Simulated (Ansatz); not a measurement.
# CoO: geometry relaxation (part 1 of 3)

- system: CoO (slab, 8 atoms in the cell)
- method: DFT PBE, scalar-relativistic, plane waves, PAW, spin-polarised (Ansatz 0.2.0)

The structure derives from an entry of the Crystallography Open Database. The input holds or restrains some coordinates. Forces given for the steps count only the free coordinates. It belongs to a series of runs on one base structure; here: clean slab, lower half held. Figures and captions count atoms from 1; the log counts them from 0 in places.

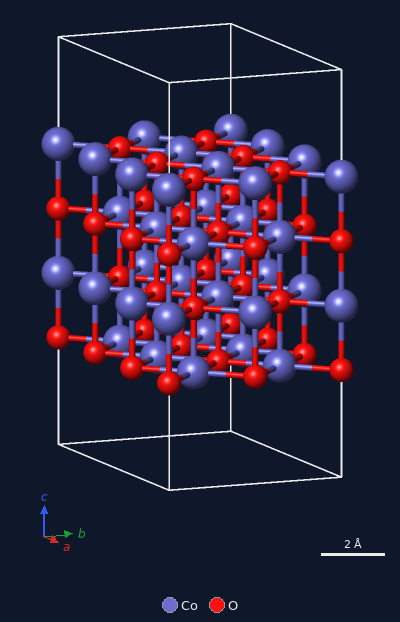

*The structure as given in the input (ball-and-stick view of the 3 × 2 repeat of the cell, with the vacuum cut short, seen slightly off an axis). An atom can appear more than once, as a periodic image.*

Near neighbours in the periodic cell (some may lie outside the picture): Co has 5 O at 2.11 to 2.13 Å; O has 5 Co at 2.11 to 2.13 Å; Co has 6 O at 2.11 to 2.13 Å; O has 6 Co at 2.11 to 2.13 Å.

### Input
```yaml
crystal:
  lattice:
    - [3.0160003058, 0.0, 0.0]
    - [0.0, 3.0160003058, 0.0]
    - [0.0, 0.0, 23.3217498647]
  atoms:
    - { symbol: Co, position: [0.5, 0.5, 0.3644666481], spin: 2.73 }
    - { symbol: O, position: [0.0, 0.0, 0.3644666481], spin: 0.35 }
    - { symbol: Co, position: [0.0, 0.0, 0.454822216], spin: 2.73 }
    - { symbol: O, position: [0.5, 0.5, 0.454822216], spin: 0.35 }
    - { symbol: Co, position: [0.5, 0.5, 0.545177784], spin: 2.73 }
    - { symbol: O, position: [0.0, 0.0, 0.545177784], spin: 0.35 }
    - { symbol: Co, position: [0.0, 0.0, 0.6355333519], spin: 2.73 }
    - { symbol: O, position: [0.5, 0.5, 0.6355333519], spin: 0.35 }
basis:
  ecutwfc: 420
kpoints:
  mp_grid: { grid: [10, 10, 1] }
hamiltonian:
  xc: pbe
scf:
  occupations: { method: gaussian, width: 0.1 }
output:
  forces: true
  eigenvalues: true
  populations: true
  write_density: true
  write_potential: true
  elf: true
  volumetric_format: npy
magnetization:
  spin_polarized: true
relax:
  adjacent_minimum: "off"
  f_tol: 0.03
  max_steps: 70
  constraints: [{ sites: [0, 1, 2, 3] }]
efield:
  axis: 3
  dipole_correction: true
  ramp_width: 0.04
```

Launched with:
```bash
ansatz run input.yaml --threads 2 --pin off --max-ram 5120MiB --backend cpu --events-out ev --progress --plain --runs-dir out
```

### The program's output
```
Engine: ansatz 0.2.0, x86_64-unknown-linux-gnu
Pseudopotentials: kind: paw
Pseudopotential: Co, paw, valence charge 17, recommended cutoff 420 eV (normal), Co.paw.azcp
Pseudopotential: O, paw, valence charge 6, recommended cutoff 420 eV (normal), O.paw.azcp
Functional definition: PBE
  parameter kappa = 0.804
  parameter beta = 0.06672455060314922
  exchange = pbe_x(kappa = kappa, mu = beta*pi^2/3)
  correlation = pbe_c(beta = beta)
Crystal: 8 atoms, lattice volume = 212.141 Å³
Basis set: ecut = 420 eV, 4069 PW (Γ), exchange–correlation on 48×48×320 points (8 copies of the dense FFT grid, shifted against one another)
Bands: 63, of which v1, the nominal top of the filled ones, is band 46 counted from 1 (45 counted from 0)
Symmetry: 8 space group operations
k-points: 21 of 100
Non-local potential: Co, projectors of the file, l = 0: 3, l = 1: 2, l = 2: 3, l = 3: 1
Non-local potential: O, projectors of the file, l = 0: 2, l = 1: 2, l = 2: 1
PAW form: soft (Blöchl's): semilocal exchange-correlation on the pseudo side does not see the compensation charge
PAW one-centre angular grid: Co, 590 points (default); XC on 64 Gauss nodes
PAW one-centre angular grid: O, 110 points (default); XC on 64 Gauss nodes
Initial density: superposition of atomic densities (neutral atoms: chi_scale 0, normalization atom)
Starting moments: Σ|m| = 12.32 μB on 8 of 8 sites
Initial wavefunctions: pseudopotential atomic-orbital guess
Functional: x = pbe(κ = 0.804, μ = 0.2195149727645171), c = pbe(β = 0.06672455060314922)
SCF iter   1: F=—  HF=-22756.573700 eV  |F-HF|=—  |Δ(HF+E_count)|=         —  Δρ=3.02e-2 (↑3.02e-2 ↓2.76e-2)  dr2=4.23e0  dr2_m=7.24e-1  M=12.054 μB ∫|m|=12.071 μB  β_m=1.00  ethr=3.10e-3  p=0.000 e·Å  D=1.46e-13 V/Å  ΔV_dip=-0.00 eV  dr2_dipole=3.72e-7  V_vac-E_F(+/−)=5.57/5.57 eV  ⟨swp⟩=9.0  Hψ=11752  notcnv=0  defer=30
Mixer restart at iter 1: flushing history
efield: sawtooth ramp at fractional position 0.9800 (placed from the atoms, in the widest stretch of the axis that holds none; the zero of the levels goes with the place), width 0.0400; the density the first Hamiltonian is built on has a dipole p = 0.000 e·Å; the dipole correction subtracts the counter field D = 1.46e-13 V/Å, which shifts the + side's vacuum level by -0.00 eV against the − side's; the planar-averaged density in the ramp window peaks in size at 2.1e-5 e/Å³
preconditioner: auto → LDOS  [metal: Δε(μ)=0.006 eV  Ē_g=10.585 eV  σ=0.100 eV  W_gap=0.03  n_scr=52 (ndim 8)  ℏωp=19.7 eV  f_vac=0.585  D(μ)=14.72/eV (n_scr^D=170)]
spin=Collinear: LDOS preconditioning applied to the charge; magnetization (m = ρ↑ − ρ↓) channel mixes plain (no charge-response kernel on spin).
SCF iter   2: F=—  HF=-22761.885988 eV  |F-HF|=—  |Δ(HF+E_count)|=    5.31e0  Δρ=1.48e-2 (↑1.41e-2 ↓1.48e-2)  dr2=1.68e0  dr2_m=1.69e-2  M=11.955 μB ∫|m|=12.018 μB  β_m=0.41  ethr=3.10e-3  p=0.000 e·Å  D=2.41e-7 V/Å  ΔV_dip=-0.00 eV  dr2_dipole=4.28e-10  V_vac-E_F(+/−)=4.98/4.98 eV  ⟨swp⟩=2.0  Hψ=4500  notcnv=0  defer=258
density mixer auto → msr1: a metal under ldos (density of states about μ 3.28 of a free-electron gas's, 52 screened modes)
SCF iter   3: F=—  HF=-22766.463930 eV  |F-HF|=—  |Δ(HF+E_count)|=    4.58e0  Δρ=1.34e-2 (↑1.34e-2 ↓8.13e-3)  dr2=2.59e-1  dr2_m=1.39e-1  M=11.880 μB ∫|m|=11.977 μB  β_m=0.70  ethr=1.83e-3  p=0.000 e·Å  D=1.47e-6 V/Å  ΔV_dip=-0.00 eV  dr2_dipole=1.10e-8  V_vac-E_F(+/−)=4.41/4.41 eV  ⟨swp⟩=2.6  Hψ=4413  notcnv=0  defer=258
SCF iter   4: F=—  HF=-22767.684042 eV  |F-HF|=—  |Δ(HF+E_count)|=         —  Δρ=3.97e-3 (↑2.00e-3 ↓3.97e-3)  dr2=1.31e-2  dr2_m=1.05e-2  M=11.815 μB ∫|m|=11.887 μB  β_m=0.70  ethr=2.82e-4  p=-0.000 e·Å  D=-5.48e-6 V/Å  ΔV_dip=0.00 eV  dr2_dipole=2.26e-8  V_vac-E_F(+/−)=4.04/4.04 eV  ⟨swp⟩=2.5  Hψ=4991  notcnv=0  defer=267
SCF iter   5: F=—  HF=-22767.713867 eV  |F-HF|=—  |Δ(HF+E_count)|=   2.98e-2  Δρ=2.41e-3 (↑4.73e-4 ↓2.41e-3)  dr2=3.15e-3  dr2_m=3.18e-3  M=11.805 μB ∫|m|=11.876 μB  β_m=0.85  ethr=1.42e-5  p=-0.000 e·Å  D=-4.51e-6 V/Å  ΔV_dip=0.00 eV  dr2_dipole=1.34e-8  V_vac-E_F(+/−)=3.95/3.95 eV  ⟨swp⟩=2.6  Hψ=5054  notcnv=0  defer=267
SCF iter   6: F=—  HF=-22767.720598 eV  |F-HF|=—  |Δ(HF+E_count)|=   6.73e-3  Δρ=1.18e-3 (↑4.59e-4 ↓1.18e-3)  dr2=1.23e-3  dr2_m=8.96e-4  M=11.811 μB ∫|m|=11.882 μB  β_m=0.93  ethr=3.43e-6  p=-0.000 e·Å  D=-1.87e-6 V/Å  ΔV_dip=0.00 eV  dr2_dipole=9.75e-11  V_vac-E_F(+/−)=3.86/3.86 eV  ⟨swp⟩=2.0  Hψ=4806  notcnv=0  defer=267
SCF iter   7: F=—  HF=-22767.722157 eV  |F-HF|=—  |Δ(HF+E_count)|=   1.56e-3  Δρ=5.65e-4 (↑4.98e-4 ↓5.65e-4)  dr2=7.72e-4  dr2_m=1.76e-4  M=11.815 μB ∫|m|=11.885 μB  β_m=0.96  ethr=1.34e-6  p=0.000 e·Å  D=9.52e-7 V/Å  ΔV_dip=-0.00 eV  dr2_dipole=9.23e-8  V_vac-E_F(+/−)=3.87/3.87 eV  ⟨swp⟩=2.2  Hψ=4710  notcnv=0  defer=267
SCF iter   8: F=—  HF=-22767.722358 eV  |F-HF|=—  |Δ(HF+E_count)|=   2.01e-4  Δρ=6.85e-4 (↑2.05e-4 ↓6.85e-4)  dr2=8.59e-4  dr2_m=1.57e-4  M=11.818 μB ∫|m|=11.888 μB  β_m=0.81  ethr=8.39e-7  p=0.000 e·Å  D=5.13e-7 V/Å  ΔV_dip=-0.00 eV  dr2_dipole=1.54e-7  V_vac-E_F(+/−)=3.86/3.86 eV  ⟨swp⟩=2.1  Hψ=4752  notcnv=0  defer=267
SCF iter   9: F=—  HF=-22767.722238 eV  |F-HF|=—  |Δ(HF+E_count)|=   1.20e-4  Δρ=1.16e-4 (↑5.92e-5 ↓1.16e-4)  dr2=1.93e-5  dr2_m=1.08e-5  M=11.821 μB ∫|m|=11.890 μB  β_m=0.90  ethr=8.39e-7  p=0.000 e·Å  D=2.19e-6 V/Å  ΔV_dip=-0.00 eV  dr2_dipole=4.48e-10  V_vac-E_F(+/−)=3.87/3.87 eV  ⟨swp⟩=2.3  Hψ=4246  notcnv=0  defer=264
SCF iter  10: F=—  HF=-22767.722250 eV  |F-HF|=—  |Δ(HF+E_count)|=   1.20e-5  Δρ=3.13e-5 (↑3.13e-5 ↓2.92e-5)  dr2=1.76e-6  dr2_m=9.31e-7  M=11.822 μB ∫|m|=11.892 μB  β_m=0.95  ethr=2.10e-8  p=-0.000 e·Å  D=-3.15e-6 V/Å  ΔV_dip=0.00 eV  dr2_dipole=1.10e-9  V_vac-E_F(+/−)=3.87/3.87 eV  ⟨swp⟩=2.5  Hψ=4610  notcnv=0  defer=266
SCF iter  11: F=—  HF=-22767.722251 eV  |F-HF|=—  |Δ(HF+E_count)|=   1.01e-6  Δρ=1.18e-4 (↑1.27e-5 ↓1.18e-4)  dr2=4.71e-5  dr2_m=5.86e-6  M=11.822 μB ∫|m|=11.892 μB  β_m=0.98  ethr=1.91e-9  p=0.000 e·Å  D=4.18e-6 V/Å  ΔV_dip=-0.00 eV  dr2_dipole=2.48e-7  V_vac-E_F(+/−)=3.87/3.87 eV  ⟨swp⟩=2.0  Hψ=4631  notcnv=0  defer=266
SCF iter  12: F=-22767.722250 eV  HF=-22767.722251 eV  |F-HF|=9.78e-7  |Δ(HF+E_count)|=   3.68e-8  Δρ=2.49e-5 (↑5.65e-6 ↓2.49e-5)  dr2=1.27e-6  dr2_m=3.27e-7  M=11.822 μB ∫|m|=11.892 μB  ethr=1.91e-9  p=-0.000 e·Å  D=-4.41e-6 V/Å  ΔV_dip=0.00 eV  dr2_dipole=9.52e-8  V_vac-E_F(+/−)=3.87/3.87 eV  ⟨swp⟩=19.6  Hψ=24634  notcnv=0
SCF 1 converged in 12 iterations: F = -22767.722250 eV  dr2 = 1.27e-6
  greatest PAW one-centre occupation: 1.004 electrons in one spin orbital (limit 2), on the Co atom at site 2 (counted from 0), in its partial waves of l = 1
relax step   1: F+E_penalty+E_count = -22767.72225013 eV  Δ(F+E_penalty+E_count) = +0.000e0 eV  max|allowed force component| = 2.637e-1 eV/Å  Δτ_max = 0.0000 Å  (12 SCF iters, dr2 threshold 2.25e-5 eV, accepted)
Initial density: handed on by an earlier stage of this run
Starting moments: Σ|m| = 12.32 μB on 8 of 8 sites; this step starts from the density that it was given
Initial wavefunctions: those handed on with the density
iter 1 solved again at ethr=1.61e-6 eV; its pass at ethr=3.10e-3 eV (dr2=1.49e-3 eV) is discarded
SCF iter   1: F=—  HF=-22767.726917 eV  |F-HF|=—  |Δ(HF+E_count)|=         —  Δρ=1.76e-3 (↑7.58e-4 ↓1.76e-3)  dr2=1.52e-3  dr2_m=2.37e-3  M=11.829 μB ∫|m|=11.899 μB  β_m=1.00  ethr=1.61e-6  p=-0.000 e·Å  D=-4.51e-6 V/Å  ΔV_dip=0.00 eV  dr2_dipole=3.78e-6  V_vac-E_F(+/−)=3.87/3.87 eV  ⟨swp⟩=2.1  Hψ=7673  notcnv=0  defer=258
efield: sawtooth ramp at fractional position 0.9800 (handed on by an earlier solve), width 0.0400; the density the first Hamiltonian is built on has a dipole p = -0.000 e·Å; the dipole correction subtracts the counter field D = -4.51e-6 V/Å, which shifts the + side's vacuum level by +0.00 eV against the − side's; the planar-averaged density in the ramp window peaks in size at 7.3e-6 e/Å³
preconditioner: auto → LDOS  [metal: Δε(μ)=0.005 eV  Ē_g=10.134 eV  σ=0.100 eV  W_gap=0.03  n_scr=12 (ndim 8)  ℏωp=19.7 eV  f_vac=0.601  D(μ)=15.30/eV (n_scr^D=170)]
spin=Collinear: LDOS preconditioning applied to the charge; magnetization (m = ρ↑ − ρ↓) channel mixes plain (no charge-response kernel on spin).
SCF iter   2: F=—  HF=-22767.728204 eV  |F-HF|=—  |Δ(HF+E_count)|=   1.29e-3  Δρ=6.15e-4 (↑5.05e-4 ↓6.15e-4)  dr2=6.68e-4  dr2_m=1.77e-5  M=11.829 μB ∫|m|=11.900 μB  β_m=0.33  ethr=1.61e-6  p=-0.001 e·Å  D=-7.77e-4 V/Å  ΔV_dip=0.02 eV  dr2_dipole=5.82e-6  V_vac-E_F(+/−)=3.89/3.87 eV  ⟨swp⟩=2.4  Hψ=4481  notcnv=0  defer=262
density mixer auto → msr1: a metal under ldos (density of states about μ 3.07 of a free-electron gas's, 52 screened modes)
SCF iter   3: F=—  HF=-22767.728267 eV  |F-HF|=—  |Δ(HF+E_count)|=   6.31e-5  Δρ=4.09e-4 (↑4.09e-4 ↓3.55e-4)  dr2=2.46e-4  dr2_m=3.52e-5  M=11.828 μB ∫|m|=11.899 μB  β_m=0.66  ethr=7.26e-7  p=-0.001 e·Å  D=-1.24e-3 V/Å  ΔV_dip=0.03 eV  dr2_dipole=1.78e-6  V_vac-E_F(+/−)=3.90/3.87 eV  ⟨swp⟩=1.2  Hψ=2654  notcnv=0  defer=266
SCF iter   4: F=—  HF=-22767.728432 eV  |F-HF|=—  |Δ(HF+E_count)|=   1.65e-4  Δρ=1.52e-4 (↑4.01e-5 ↓1.52e-4)  dr2=1.03e-5  dr2_m=1.40e-5  M=11.827 μB ∫|m|=11.898 μB  β_m=0.83  ethr=2.68e-7  p=-0.002 e·Å  D=-1.74e-3 V/Å  ΔV_dip=0.04 eV  dr2_dipole=1.75e-7  V_vac-E_F(+/−)=3.91/3.87 eV  ⟨swp⟩=2.0  Hψ=4371  notcnv=0  defer=266
SCF iter   5: F=—  HF=-22767.728468 eV  |F-HF|=—  |Δ(HF+E_count)|=   3.59e-5  Δρ=8.56e-5 (↑6.11e-5 ↓8.56e-5)  dr2=1.59e-5  dr2_m=3.24e-6  M=11.826 μB ∫|m|=11.897 μB  β_m=0.80  ethr=1.12e-8  p=-0.002 e·Å  D=-2.04e-3 V/Å  ΔV_dip=0.05 eV  dr2_dipole=5.14e-9  V_vac-E_F(+/−)=3.92/3.87 eV  ⟨swp⟩=3.0  Hψ=5351  notcnv=0  defer=264
SCF iter   6: F=—  HF=-22767.728468 eV  |F-HF|=—  |Δ(HF+E_count)|=   3.22e-8  Δρ=3.49e-5 (↑1.38e-5 ↓3.49e-5)  dr2=8.82e-7  dr2_m=6.65e-7  M=11.826 μB ∫|m|=11.897 μB  β_m=0.89  ethr=1.12e-8  p=-0.002 e·Å  D=-1.85e-3 V/Å  ΔV_dip=0.04 eV  dr2_dipole=2.32e-10  V_vac-E_F(+/−)=3.91/3.87 eV  ⟨swp⟩=2.0  Hψ=4537  notcnv=0  defer=266
SCF iter   7: F=—  HF=-22767.728470 eV  |F-HF|=—  |Δ(HF+E_count)|=   2.14e-6  Δρ=1.26e-5 (↑1.05e-5 ↓1.26e-5)  dr2=2.67e-7  dr2_m=2.03e-7  M=11.826 μB ∫|m|=11.897 μB  β_m=0.87  ethr=9.59e-10  p=-0.002 e·Å  D=-1.82e-3 V/Å  ΔV_dip=0.04 eV  dr2_dipole=1.22e-8  V_vac-E_F(+/−)=3.91/3.87 eV  ⟨swp⟩=3.0  Hψ=5231  notcnv=0  defer=259
SCF iter   8: F=—  HF=-22767.728470 eV  |F-HF|=—  |Δ(HF+E_count)|=   2.59e-7  Δρ=8.36e-6 (↑8.36e-6 ↓6.53e-6)  dr2=7.69e-8  dr2_m=7.09e-8  M=11.826 μB ∫|m|=11.897 μB  β_m=0.93  ethr=2.91e-10  p=-0.002 e·Å  D=-1.83e-3 V/Å  ΔV_dip=0.04 eV  dr2_dipole=2.64e-9  V_vac-E_F(+/−)=3.91/3.87 eV  ⟨swp⟩=2.4  Hψ=4588  notcnv=0  defer=255
SCF iter   9: F=—  HF=-22767.728470 eV  |F-HF|=—  |Δ(HF+E_count)|=   1.60e-7  Δρ=2.90e-5 (↑4.90e-6 ↓2.90e-5)  dr2=4.46e-6  dr2_m=3.10e-7  M=11.826 μB ∫|m|=11.897 μB  β_m=0.88  ethr=8.36e-11  p=-0.002 e·Å  D=-1.82e-3 V/Å  ΔV_dip=0.04 eV  dr2_dipole=9.94e-7  V_vac-E_F(+/−)=3.91/3.87 eV  ⟨swp⟩=2.8  Hψ=5147  notcnv=0  defer=255
SCF iter  10: F=-22767.728470 eV  HF=-22767.728470 eV  |F-HF|=6.65e-8  |Δ(HF+E_count)|=   2.53e-8  Δρ=4.93e-6 (↑1.10e-6 ↓4.93e-6)  dr2=8.21e-8  dr2_m=1.14e-8  M=11.826 μB ∫|m|=11.897 μB  ethr=8.36e-11  p=-0.002 e·Å  D=-1.82e-3 V/Å  ΔV_dip=0.04 eV  dr2_dipole=2.04e-8  V_vac-E_F(+/−)=3.91/3.87 eV  ⟨swp⟩=15.9  Hψ=20889  notcnv=0
SCF 2 converged in 10 iterations: F = -22767.728470 eV  dr2 = 8.21e-8
  greatest PAW one-centre occupation: 1.004 electrons in one spin orbital (limit 2), on the Co atom at site 4 (counted from 0), in its partial waves of l = 1
relax step   2: F+E_penalty+E_count = -22767.72847034 eV  Δ(F+E_penalty+E_count) = -6.220e-3 eV  max|allowed force component| = 2.346e-1 eV/Å  Δτ_max = 0.0132 Å  (10 SCF iters, dr2 threshold 4.35e-6 eV, accepted)
[... from here on the SCF iterations and repeated set-up lines of each step are left out, up to the last step ...]
SCF 3 converged in 13 iterations: F = -22767.748040 eV  dr2 = 7.94e-7
relax step   3: F+E_penalty+E_count = -22767.74804002 eV  Δ(F+E_penalty+E_count) = -1.957e-2 eV  max|allowed force component| = 5.123e-1 eV/Å  Δτ_max = 0.1369 Å  (13 SCF iters, dr2 threshold 3.44e-6 eV, accepted)
SCF 4 converged in 11 iterations: F = -22767.764653 eV  dr2 = 2.50e-5
relax step   4: F+E_penalty+E_count = -22767.76465296 eV  Δ(F+E_penalty+E_count) = -1.661e-2 eV  max|allowed force component| = 2.516e-1 eV/Å  Δτ_max = 0.1221 Å  (11 SCF iters, dr2 threshold 1.00e-4 eV, accepted)
SCF 5 converged in 9 iterations: F = -22767.769757 eV  dr2 = 6.87e-6
relax step   5: F+E_penalty+E_count = -22767.76975724 eV  Δ(F+E_penalty+E_count) = -5.104e-3 eV  max|allowed force component| = 4.369e-2 eV/Å  Δτ_max = 0.0410 Å  (9 SCF iters, dr2 threshold 1.53e-5 eV, accepted)
SCF 6 converged in 11 iterations: F = -22767.769932 eV  dr2 = 3.96e-8
relax step   6: F+E_penalty+E_count = -22767.76993210 eV  Δ(F+E_penalty+E_count) = -1.749e-4 eV  max|allowed force component| = 3.364e-2 eV/Å  Δτ_max = 0.0115 Å  (11 SCF iters, accepted)
```
